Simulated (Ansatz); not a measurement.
## Electronic structure of Ta$_{12}$H (slab) in real space

The calculation's input:

```
crystal:
  lattice:
    - [5.7486197044, 0.0, 0.0]
    - [-1.9162065681, 5.4198506339, 0.0]
    - [0.0, 0.0, 20.026689731]
  atoms:
    - { symbol: Ta, position: [0.25, 0.25, 0.1997334584] }
    - { symbol: Ta, position: [0.25, 0.75, 0.1997334584] }
    - { symbol: Ta, position: [0.75, 0.25, 0.1997334584] }
    - { symbol: Ta, position: [0.75, 0.75, 0.1997334584] }
    - { symbol: Ta, position: [0.0, 0.0, 0.3127671385] }
    - { symbol: Ta, position: [0.0, 0.5, 0.3127671385] }
    - { symbol: Ta, position: [0.5, 0.0, 0.3127671385] }
    - { symbol: Ta, position: [0.5, 0.5, 0.3127671385] }
    - { symbol: Ta, position: [0.25, 0.25, 0.4257663071] }
    - { symbol: Ta, position: [0.25, 0.75, 0.4257663071] }
    - { symbol: Ta, position: [0.75, 0.25, 0.4257663071] }
    - { symbol: Ta, position: [0.75, 0.75, 0.4257663071] }
    - { symbol: H, position: [0.4166666667, 0.5, 0.4861610495] }
basis:
  ecutwfc: 420
kpoints:
  mp_grid: { grid: [5, 5, 1] }
hamiltonian:
  xc: pbe
  pseudopotentials: { kind: paw, azcp: { folder: soft_1 } }
scf:
  occupations: { method: gaussian, width: 0.1 }
output:
  forces: true
  eigenvalues: true
  write_density: true
  write_potential: true
  elf: true
  volumetric_format: npy
relax:
  adjacent_minimum: "off"
  f_tol: 0.025
  max_steps: 16
  constraints:
    - { sites: [0, 1, 2, 3, 4, 5, 6, 7, 8, 9, 10, 11] }
    - { sites: [12], fix: xy }
efield:
  axis: 3
  dipole_correction: true
  ramp_width: 0.04
```

Command:

```sh
ansatz run input.yaml --threads 4 --pin off --max-ram 12288MiB --backend cpu --events-out ev --progress --plain --runs-dir out
```

A point of a scan over the structure, not its minimum; not relaxed (largest force 1.2 eV/Å); computed without spin polarisation; PAW files of the earlier set (soft_1).

These are results of Ansatz 0.2.0, DFT PBE, scalar-relativistic, plane waves, PAW, not measurements.

In a PAW calculation such maps are meaningful between the atoms, not at the nuclei.

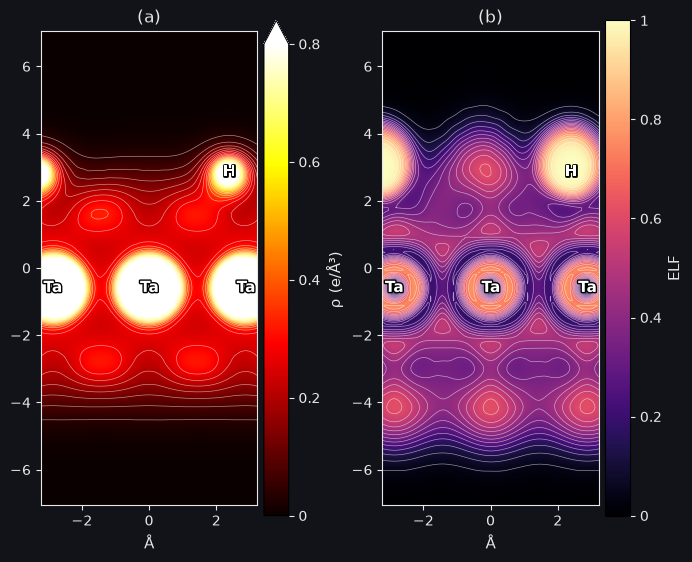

Figure 1. (a) valence pseudo-density; (b) ELF on the (010) plane of the calculation cell, a cut from vacuum to vacuum.

**Interpret the plot.**

- The section cuts through Ta and H sites.
- Ta–Ta (2.87 Å): ρ is about 0.29 e/Å³ halfway; the ELF is about 0.30 at the midpoint (no localised pair shows between them).
- The density dies away to nearly zero in the vacuum.
- The features right at Ta lie inside the PAW spheres, where the map follows smoothed inner orbitals and isn't to be read closely.

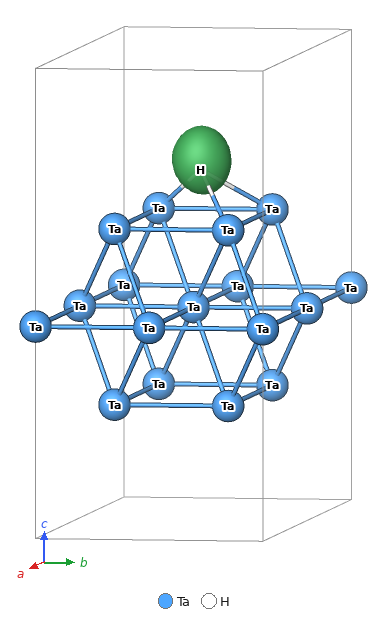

Figure 2. Isosurface of the ELF at 0.8 (green), seen slightly off an axis. Core shells and regions of very low density are left out. Sticks mark near contacts.

**What do the ELF domains correspond to?**

The surface consists of one region around a hydrogen nucleus, counted in one cell of 13 atoms. Counts are for one cell; the picture repeats the cell along the surface.


Ta–H (1.86 Å): the ELF climbs to about 1 towards the hydrogen. Ta–Ta (2.81 Å): the ELF is about 0.30 at the midpoint.

**Metal or insulator at this level of theory?**

It is metallic or semimetallic at this level of theory: no gap opens.
